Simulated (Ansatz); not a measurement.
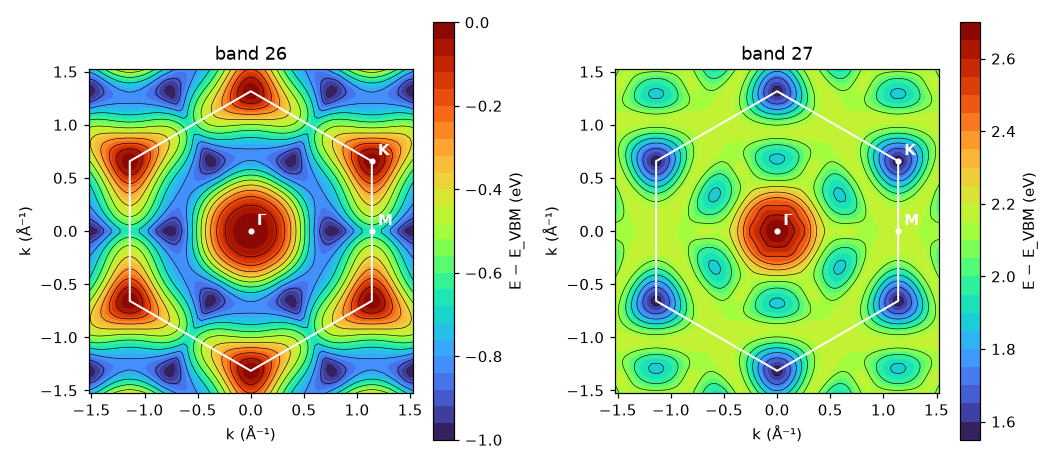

Two bands of one free-standing MoS₂ layer cut from the bulk crystal (space group of the slab cell P-6m2) over the plane of the sheet: the highest mostly filled and the lowest mostly empty one.

The calculation used Ansatz, DFT PBE, spin-orbit coupling, plane waves, PAW; levels and slopes on a dense k mesh at the converged density. Non-magnetic. Mesh 60×60×1, interpolated with the band slopes. Cell and positions as given, without relaxation. The cell comes from a database of computed structures, not from a measurement.

**Give both levels and their distance at the named points.**

```
point  lower band (eV)  upper band (eV)  distance (eV)
    Γ             0.00             2.67           2.67
    K             0.00             1.58           1.58
    M            −0.67             2.17           2.84
```

**Where are the band edges of the whole zone?**

The valence band has one maximum at Γ, mass 2.87 mₑ in all directions; the conduction band has two equivalent minima at K, mass 0.40 mₑ in all directions. The gap is indirect, 1.58 eV at this level of theory (semilocal functionals give gaps that are too small, and can reorder valleys that lie close). It is nearly direct: the smallest vertical gap, at K, is only 1.58 eV, so the kind of gap isn't settled at this level. Another valley lies within 0.05 eV of an edge, so the kind of gap can change with the cell or the functional.
